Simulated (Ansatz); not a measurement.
Geometry relaxation of LiH (part 1 of 2)

- system: LiH (Fm-3m, 8 atoms in the cell)
- method: DFT, r2SCAN+rVV10, plane waves, PAW, no spin polarisation (Ansatz 0.2.0)

The structure was built on a prototype by a generator. The geometry comes from this level: PBEsol. Figures and captions count atoms from 1; the log counts them from 0 in places.

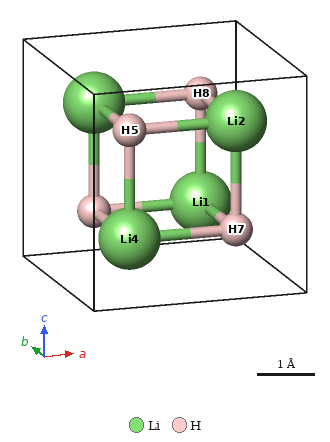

*The input geometry (ball-and-stick view of the cell of the calculation, seen slightly off an axis; atoms are numbered from 1 in the order of the input). An atom can appear more than once, as a periodic image.*

Near neighbours in the periodic cell (some may lie outside the picture): Li has 6 H at 1.99 Å; H has 6 Li at 1.99 Å.

The input:
```yaml
crystal:
  lattice:
    - [3.9822947023, 0.0, 0.0]
    - [0.0, 3.9822947023, 0.0]
    - [0.0, 0.0, 3.9822947023]
  atoms:
    - { symbol: Li, position: [0.7500240167, 0.7499759833, 0.2500240167] }
    - { symbol: Li, position: [0.7499759833, 0.2500240167, 0.7500240167] }
    - { symbol: Li, position: [0.2500240167, 0.7500240167, 0.7499759833] }
    - { symbol: Li, position: [0.2499759833, 0.2499759833, 0.2499759833] }
    - { symbol: H, position: [0.2499653441, 0.2500346559, 0.7499653441] }
    - { symbol: H, position: [0.2500346559, 0.7499653441, 0.2499653441] }
    - { symbol: H, position: [0.7499653441, 0.2499653441, 0.2500346559] }
    - { symbol: H, position: [0.7500346559, 0.7500346559, 0.7500346559] }
kpoints:
  mp_grid: { grid: [6, 6, 6] }
hamiltonian:
  xc: r2scan
  dispersion: rvv10
scf:
  occupations: { method: fermi_dirac, width: 0.03 }
relax:
  f_tol: 0.01
  cell: {}
  max_steps: 120
output:
  write_density: true
  write_potential: true
  elf: true
  volumetric_format: npy
```

Run on 4 threads of Arm Neoverse V1, 24 GiB of memory available, shared host.

Launch command:
```bash
ansatz run input.yaml --threads 4 --pin off --max-ram 4608MiB --backend cpu --events-out ev --progress --plain --runs-dir out
```

The program's output:
```
Engine: ansatz 0.2.0, aarch64-unknown-linux-gnu
Pseudopotentials: kind: paw
Pseudopotential: Li, paw, valence charge 3, recommended cutoff 500 eV (meta_gga), Li.paw.azcp
Pseudopotential: H, paw, valence charge 1, recommended cutoff 500 eV (meta_gga), H.paw.azcp
Functional definition: r2SCAN+rVV10
  parameter k0 = 0.174
  parameter k1 = 0.065
  parameter a1 = 4.9479
  exchange = r2scan_x(k0 = k0, k1 = k1, a1 = a1)
  correlation = r2scan_c + rvv10(11.95, 0.0093)
Crystal: 8 atoms, lattice volume = 63.154 Å³
Basis set: ecut = 500 eV, 1575 PW (Γ), exchange–correlation on 144×144×144 points (64 copies of the dense FFT grid, shifted against one another)
Bands: 16, of which v1, the nominal top of the filled ones, is band 8 counted from 1 (7 counted from 0)
Symmetry: 12 space group operations
Space group: P213 (ITA 198), of the structure as read, at distance tolerance 4.0e-5 Å
k-points: 24 of 216 (time reversal used)
Non-local potential: Li, projectors of the file, l = 0: 3, l = 1: 2, l = 2: 1
Non-local potential: H, projectors of the file, l = 0: 2, l = 1: 1
PAW form: soft (Blöchl's): semilocal exchange-correlation on the pseudo side does not see the compensation charge
rVV10 density: all electrons in the spheres
PAW one-centre angular grid: Li, 302 points (default); XC on 327 of its mesh's 2665 points in the sphere
PAW one-centre angular grid: H, 302 points (default); XC on 160 Gauss nodes
Initial density: superposition of atomic densities (neutral atoms: chi_scale 0, normalization atom), corrected by the library's trained network
Initial wavefunctions: pseudopotential atomic-orbital guess
Functional: x = r2scan, c = r2scan + rvv10(b = 11.95, C = 0.0093); τ floored in thin density (d = 2e-4 eV/Å³)
SCF iter   1: F=—  HF=-887.456508 eV  |F-HF|=—  |Δ(HF+E_count)|=         —  Δρ=3.03e-3  dr2=3.52e-3  dr2_τ=8.83e-3  ethr=1.77e-3  ⟨swp⟩=4.8  Hψ=1768  notcnv=0
preconditioner: auto → none  [insulator: Δε(μ)=3.284 eV  Ē_g=11.385 eV  σ=0.030 eV  W_gap=1.00  n_scr=6 (ndim 8)  ℏωp=13.2 eV  f_vac=0.000  D(μ)=0.00/eV (n_scr^D=0)  ε∞_Penn≈2.3]
SCF iter   2: F=—  HF=-887.612854 eV  |F-HF|=—  |Δ(HF+E_count)|=   1.56e-1  Δρ=2.92e-3  dr2=5.30e-3  dr2_τ=4.15e-5  ethr=2.20e-5  ⟨swp⟩=2.4  Hψ=919  notcnv=0  defer=70
SCF iter   3: F=—  HF=-887.614647 eV  |F-HF|=—  |Δ(HF+E_count)|=   1.79e-3  Δρ=6.30e-4  dr2=2.09e-4  dr2_τ=5.81e-6  ethr=2.20e-5  ⟨swp⟩=2.0  Hψ=527  notcnv=0  defer=70
SCF iter   4: F=—  HF=-887.614882 eV  |F-HF|=—  |Δ(HF+E_count)|=   2.34e-4  Δρ=8.88e-5  dr2=1.66e-6  dr2_τ=2.24e-7  ethr=1.31e-6  ⟨swp⟩=2.0  Hψ=410  notcnv=0  defer=70
SCF iter   5: F=—  HF=-887.614883 eV  |F-HF|=—  |Δ(HF+E_count)|=   1.32e-6  Δρ=5.62e-6  dr2=1.75e-8  dr2_τ=4.30e-10  ethr=1.04e-8  ⟨swp⟩=2.0  Hψ=410  notcnv=0  defer=70
SCF iter   6: F=-887.614883 eV  HF=-887.614883 eV  |F-HF|=3.00e-10  |Δ(HF+E_count)|=   5.15e-9  Δρ=1.63e-6  dr2=1.64e-9  dr2_τ=1.75e-11  ethr=1.09e-10  ⟨swp⟩=3.8  Hψ=1329  notcnv=0
SCF 1 converged in 6 iterations: F = -887.614883 eV  dr2 = 1.64e-9
  greatest PAW one-centre occupation: 0.999 electrons in one spin orbital (limit 2), on the Li atom at site 3 (counted from 0), in its partial waves of l = 0
relax step   1: F+E_penalty+E_count = -887.61488300 eV  Δ(F+E_penalty+E_count) = +0.000e0 eV  max|allowed force component| = 3.350e-4 eV/Å  Δτ_max = 0.0000 Å  P = +0.457 GPa  Ω = 63.154 Å³  (6 SCF iters, dr2 threshold 1.00e-7 eV, accepted)
Crystal: 8 atoms, lattice volume = 63.781 Å³
Basis set: ecut = 500 eV, 1647 PW (Γ), exchange–correlation on 144×144×144 points (64 copies of the dense FFT grid, shifted against one another)
rVV10 density: all electrons in the spheres
Initial density: handed on by an earlier stage of this run
Initial wavefunctions: those handed on with the density
iter 1 solved again at ethr=1.45e-6 eV; its pass at ethr=3.10e-3 eV (dr2=2.31e-4 eV) is discarded
SCF iter   1: F=—  HF=-887.615405 eV  |F-HF|=—  |Δ(HF+E_count)|=         —  Δρ=6.21e-4  dr2=2.28e-4  dr2_τ=5.87e-5  ethr=1.45e-6  ⟨swp⟩=1.5  Hψ=2068  notcnv=0
preconditioner: auto → none  [insulator: Δε(μ)=3.588 eV  Ē_g=11.365 eV  σ=0.030 eV  W_gap=1.00  n_scr=6 (ndim 8)  ℏωp=13.2 eV  f_vac=0.000  D(μ)=0.00/eV (n_scr^D=0)  ε∞_Penn≈2.3]
SCF iter   2: F=—  HF=-887.615784 eV  |F-HF|=—  |Δ(HF+E_count)|=   3.79e-4  Δρ=2.69e-4  dr2=4.60e-5  dr2_τ=5.86e-7  ethr=1.43e-6  ⟨swp⟩=2.0  Hψ=606  notcnv=0
SCF iter   3: F=—  HF=-887.615780 eV  |F-HF|=—  |Δ(HF+E_count)|=   3.98e-6  Δρ=4.37e-5  dr2=8.04e-7  dr2_τ=2.51e-8  ethr=2.88e-7  ⟨swp⟩=2.0  Hψ=478  notcnv=0
SCF iter   4: F=-887.615780 eV  HF=-887.615780 eV  |F-HF|=1.41e-8  |Δ(HF+E_count)|=   7.15e-8  Δρ=4.52e-6  dr2=1.05e-8  dr2_τ=7.12e-10  ethr=3.26e-9  ⟨swp⟩=6.0  Hψ=1343  notcnv=0
SCF 2 converged in 4 iterations: F = -887.615780 eV  dr2 = 1.05e-8
relax step   2: F+E_penalty+E_count = -887.61577994 eV  Δ(F+E_penalty+E_count) = -8.969e-4 eV  max|allowed force component| = 5.778e-4 eV/Å  Δτ_max = 0.0007 Å  P = +0.084 GPa  Ω = 63.781 Å³  energy of the carried Pulay correction = -1.560e-4 eV  (4 SCF iters, dr2 threshold 5.22e-7 eV, accepted)
Crystal: 8 atoms, lattice volume = 63.929 Å³
rVV10 density: all electrons in the spheres
iter 1 solved again at ethr=1.39e-7 eV; its pass at ethr=3.10e-3 eV (dr2=2.22e-5 eV) is discarded
SCF iter   1: F=—  HF=-887.615743 eV  |F-HF|=—  |Δ(HF+E_count)|=         —  Δρ=2.04e-4  dr2=2.20e-5  dr2_τ=6.78e-6  ethr=1.39e-7  ⟨swp⟩=1.8  Hψ=2021  notcnv=0
preconditioner: auto → none  [insulator: Δε(μ)=3.589 eV  Ē_g=11.354 eV  σ=0.030 eV  W_gap=1.00  n_scr=6 (ndim 8)  ℏωp=13.1 eV  f_vac=0.000  D(μ)=0.00/eV (n_scr^D=0)  ε∞_Penn≈2.3]
SCF iter   2: F=—  HF=-887.615770 eV  |F-HF|=—  |Δ(HF+E_count)|=   2.69e-5  Δρ=9.25e-5  dr2=4.46e-6  dr2_τ=7.75e-8  ethr=1.37e-7  ⟨swp⟩=2.2  Hψ=454  notcnv=0
SCF iter   3: F=—  HF=-887.615772 eV  |F-HF|=—  |Δ(HF+E_count)|=   1.50e-6  Δρ=1.14e-5  dr2=5.56e-8  dr2_τ=2.42e-9  ethr=2.79e-8  ⟨swp⟩=2.0  Hψ=454  notcnv=0
SCF iter   4: F=-887.615772 eV  HF=-887.615772 eV  |F-HF|=9.00e-10  |Δ(HF+E_count)|=  4.16e-10  Δρ=1.85e-6  dr2=8.52e-10  dr2_τ=1.02e-10  ethr=1.10e-10  ⟨swp⟩=5.7  Hψ=1203  notcnv=0
SCF 3 converged in 4 iterations: F = -887.615772 eV  dr2 = 8.52e-10
relax step   3: F+E_penalty+E_count = -887.61577173 eV  Δ(F+E_penalty+E_count) = +8.205e-6 eV  max|allowed force component| = 1.695e-3 eV/Å  Δτ_max = 0.0017 Å  P = -0.002 GPa  Ω = 63.929 Å³  energy of the carried Pulay correction = -1.927e-4 eV  (4 SCF iters, dr2 threshold 1.77e-8 eV, accepted)
rVV10 density: all electrons in the spheres
Initial wavefunctions: pseudopotential atomic-orbital guess (no wavefunctions were taken with the density)
iter 1 solved again at ethr=2.17e-9 eV; its pass at ethr=3.10e-3 eV (dr2=3.47e-7 eV) is discarded
SCF iter   1: F=—  HF=-887.615973 eV  |F-HF|=—  |Δ(HF+E_count)|=         —  Δρ=2.62e-5  dr2=1.93e-8  dr2_τ=3.35e-8  ethr=2.17e-9  ⟨swp⟩=3.0  Hψ=2769  notcnv=0
preconditioner: auto → none  [insulator: Δε(μ)=3.589 eV  Ē_g=11.355 eV  σ=0.030 eV  W_gap=1.00  n_scr=6 (ndim 8)  ℏωp=13.1 eV  f_vac=0.000  D(μ)=0.00/eV (n_scr^D=0)  ε∞_Penn≈2.3]
SCF iter   2: F=—  HF=-887.615975 eV  |F-HF|=—  |Δ(HF+E_count)|=   2.32e-6  Δρ=1.35e-5  dr2=5.22e-9  dr2_τ=4.62e-8  ethr=1.21e-10  ⟨swp⟩=2.0  Hψ=576  notcnv=0
SCF iter   3: F=—  HF=-887.615975 eV  |F-HF|=—  |Δ(HF+E_count)|=   6.68e-7  Δρ=1.61e-6  dr2=9.63e-11  dr2_τ=6.27e-10  ethr=3.26e-11  ⟨swp⟩=2.0  Hψ=576  notcnv=0
SCF iter   4: F=-887.615976 eV  HF=-887.615976 eV  |F-HF|=5.88e-11  |Δ(HF+E_count)|=   1.03e-8  Δρ=1.68e-7  dr2=6.66e-12  dr2_τ=1.35e-12  ethr=1.00e-12  ⟨swp⟩=5.0  Hψ=1148  notcnv=0
SCF 4 converged in 4 iterations: F = -887.615976 eV  dr2 = 6.66e-12
relax step   4: F+E_penalty+E_count = -887.61597550 eV  Δ(F+E_penalty+E_count) = -2.038e-4 eV  max|allowed force component| = 1.691e-3 eV/Å  Δτ_max = 0.0000 Å  P = +0.000 GPa  Ω = 63.929 Å³  stress off target by 3.93e-4 GPa  SCF on the basis re-selected at this cell (its energy is not comparable with the rows above)  (4 SCF iters)
```

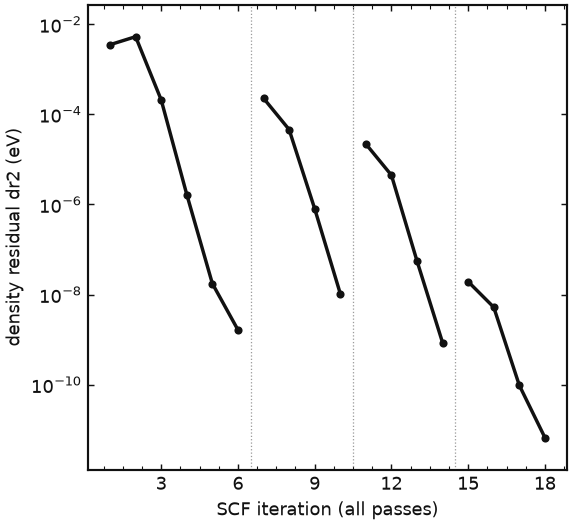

*Convergence of the self-consistent field: density residual dr2 against the SCF iteration. The dotted lines part the SCF passes of the relaxation: geometry steps, rejected trials and re-solves on a re-selected basis.*

The passes take 6, 4, 4 and 4 iterations.

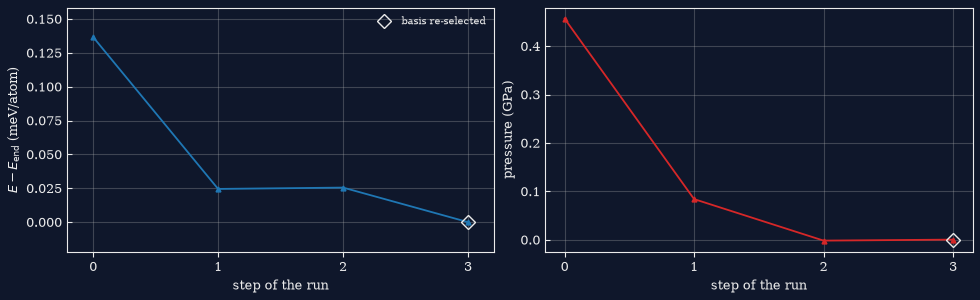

*Progress of the relaxation, step by step (the first geometry is step 0 here and step 1 in the log).*

No atom moves by more than 0.005 Å relative to the cell. The volume changes by +1.2 %, with a = b = c 3.982 → 3.999 Å (+0.4 %). Distances before and after: Li1–H6 1.991 → 1.999 Å. The space group stays Fm-3m (No. 225). The energy falls by 0.1 meV per atom in 2 geometry steps. Largest force component: 0.00034 eV/Å at the start, 0.0017 eV/Å at the end. The pressure goes from 0.46 to 0.00 GPa. A last SCF at the same geometry on a re-selected plane-wave basis shifts the energy by next to nothing (0.0 meV per atom). (Atoms are counted from 1 in the order of the input.)

```
basis re-selected at this cell: Δ(F+E_penalty+E_count) = -2.038e-4 eV, ΔP = +0.002 GPa vs the last step (what re-selecting the basis moved, of the pressure what is left beyond the Pulay correction that the steps carried, after the strain that the cell walked since its last selection, with what the two solves' SCF thresholds leave and, on support functions, any second-order correction that the steps lacked; it is no measure of the basis error at this ecutwfc). This SCF's stress stands 3.93e-4 GPa from its target on what of the cell is left free (relax.cell.stress_tol is 5.00e-2 GPa) and its largest allowed force component is 1.69e-3 eV/Å (relax.f_tol is 1.00e-2 eV/Å): within both
SCF converged after 4 iterations
Free energy (F): -887.615976 eV
Harris-Foulkes:  -887.615976 eV  (|F-HF|=5.88e-11)
Internal energy: -887.615976 eV  (E = F + TS)
E sigma→0 (E₀):  -887.615976 eV
Fermi energy:    2.291620 eV
--- Per-component energies (eV) ---
  E_band       = -374.909433
  E_kinetic    = 145.188094
  E_local      = -498.337783  (includes V_loc(G=0)·N_el)
  E_nonlocal   = -127.067019
  E_hartree    = 139.423543
  E_xc         = -80.029259
  E_vxc        = -112.486438  (∫ρ·V_xc dr)
  E_paw        = -89.476105  (= ΣΔE_a)
  E_vpaw       = -66.615128  (= ΣTr[D̂ρ^β])
  E_aug_tail   = -0.001472  (compensation charges beyond the density's cutoff)
  E_vtau       = 5.563247  (kinetic-family band-sum trace: ∫τ·v_τ [+ j·A + Jᵃ·Aᵃ] dr)
  E_ewald      = -377.315975
  E_smearing   = -0.000000  (= −TS)
  E_closure    = -0.000000  (closes the sum)
  Σ components = -887.615976   (vs F -887.615976, Δ=0.00e0)
```
